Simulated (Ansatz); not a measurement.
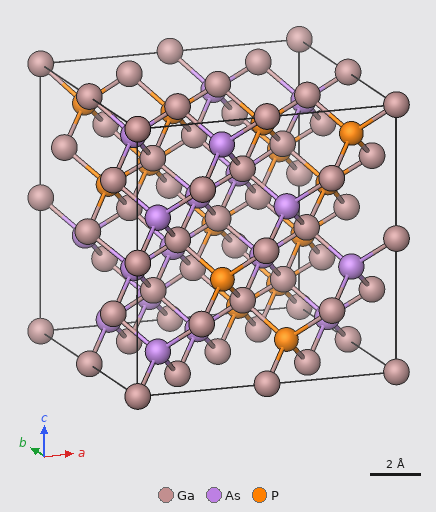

Crystalline Ga₃₂As₁₈P₁₄ (a generated structure, set up in P1), before the relaxation. Style: ball-and-stick. Shown: the cell of the calculation, slightly off an axis.

All numbers below come from DFT, PBEsol, PAW, plane waves (Ansatz).

Set-up: plane-wave cutoff 420 eV; k-point mesh 1 × 1 × 1; mesh shifted by (0.5, 0.5, 0.5); no spin polarisation; cell relaxed at fixed shape; force threshold 0.03 eV/Å; at most 80 steps.

```
Ga As P
1.0
    11.12507    0.00000    0.00000
     0.00000   11.12507    0.00000
     0.00000    0.00000   11.12507
Ga As P
32 18 14
Direct
  0.00192 0.00110 0.99964
  0.00159 0.99945 0.49908
  0.00336 0.50348 0.99872
  0.99744 0.50276 0.49424
  0.50233 0.00262 0.00070
  0.49672 0.99720 0.50006
  0.49863 0.50020 0.00009
  0.49908 0.49888 0.49846
  0.24943 0.25089 0.00052
  0.24913 0.24809 0.50220
  0.24923 0.74775 0.00150
  0.25066 0.74995 0.49925
  0.75063 0.24852 0.99816
  0.74905 0.25270 0.50212
  0.74804 0.74768 0.00009
  0.74817 0.74930 0.49653
  0.24951 0.00293 0.24729
  0.25174 0.99739 0.75169
  0.24934 0.50110 0.25150
  0.24663 0.49783 0.74704
  0.75241 0.00003 0.25238
  0.75121 0.99957 0.74737
  0.75081 0.49814 0.24805
  0.74893 0.49942 0.75465
  0.00001 0.24826 0.24873
  0.00058 0.24887 0.74849
  0.99600 0.75190 0.24606
  0.99971 0.75117 0.74770
  0.50007 0.24816 0.25346
  0.49889 0.24606 0.74595
  0.49784 0.75450 0.25106
  0.50007 0.74794 0.74945
  0.12565 0.12344 0.12607
  0.12582 0.12492 0.62671
  0.12516 0.62769 0.12254
  0.62362 0.12247 0.62431
  0.62657 0.62556 0.62472
  0.37297 0.37486 0.12623
  0.37572 0.37340 0.62587
  0.37307 0.87210 0.12511
  0.87472 0.37601 0.12493
  0.37383 0.12574 0.87762
  0.37189 0.62670 0.37235
  0.87481 0.12689 0.37485
  0.87611 0.62387 0.87485
  0.12417 0.37306 0.37750
  0.12474 0.37485 0.87489
  0.12553 0.87452 0.37718
  0.62466 0.37723 0.37787
  0.62305 0.87648 0.87559
  0.12173 0.62629 0.62882
  0.62332 0.12581 0.12543
  0.62465 0.62586 0.12653
  0.37469 0.87381 0.62400
  0.87704 0.37601 0.62667
  0.87541 0.87912 0.12676
  0.87688 0.87592 0.62772
  0.37569 0.12490 0.37329
  0.37236 0.62851 0.87678
  0.87450 0.12566 0.87343
  0.87401 0.62638 0.37295
  0.12309 0.87393 0.87246
  0.62567 0.37458 0.87404
  0.62384 0.87550 0.37478
```

### Where does the relaxation end?

Ga30 moves most relative to the cell: 0.12 Å along [1 2 2]. By element the largest moves are Ga 0.12 Å, P 0.06 Å, As 0.06 Å. Cell: a = b = c 11.125 → 11.139 Å (+0.1 %). Volume +0.4 %. Some distances before and after: Ga15–P56 2.476 → 2.368 Å, Ga16–P57 2.483 → 2.382 Å, Ga11–As35 2.346 → 2.442 Å, Ga12–P51 2.455 → 2.368 Å. Bond angles that change, for instance: P51–Ga4–P55 105.3° → 110.7°, As41–Ga23–As49 111.3° → 106.3°, Ga4–P51–Ga12 106.5° → 110.9°. The space group stays P1 (No. 1). The energy falls by 15.1 meV per atom in 3 geometry steps. The largest force component goes from 1.1 to 0.02 eV/Å. The pressure goes from 0.51 to −0.01 GPa. Cost: 5.4 s on 1 × NVIDIA GB300 with 8 threads of Arm Neoverse-V2, peak memory 2.1 GiB.

Step by step:

```csv
step,"E − E(0), meV/atom","largest force component, eV/Å","pressure, GPa"
0,0.00,1.0829,0.51
1,-14.25,0.2238,-0.01
2,-15.14,0.0201,-0.01
3,-15.14,0.0200,-0.01
```

The end point in the same view:

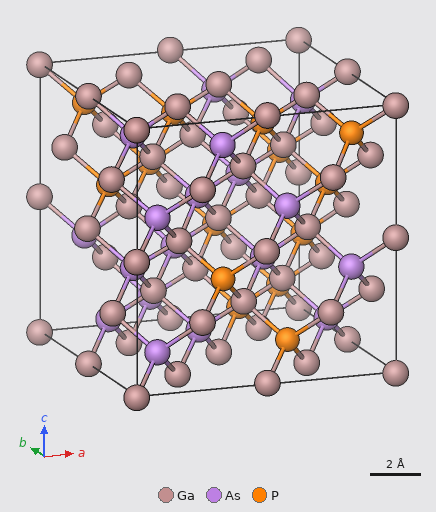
